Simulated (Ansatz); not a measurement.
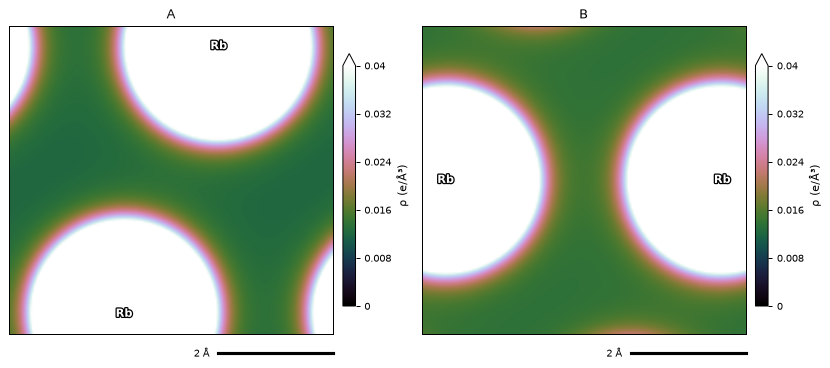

Rb. The valence charge density (pseudo) of two cells that differ in size, on the (101̄) plane of each (indices in the axes of the calculation cell), at one length scale and on one colour scale: A has 93.4 Å³ an atom and B 86.4.

Level of theory: Ansatz 0.2.0, DFT PBEsol, scalar-relativistic, plane waves, PAW.

In a PAW calculation such maps are meaningful between the atoms, not at the nuclei.

Question: What does the compression do to the bonding and the properties?

Answer: From the larger cell to the smaller, Rb–Rb goes from 4.95 to 4.82 Å, and the density at its midpoint from 0.01 to 0.01 e/Å³; the pressure goes from −0.2 to 0.0 GPa.
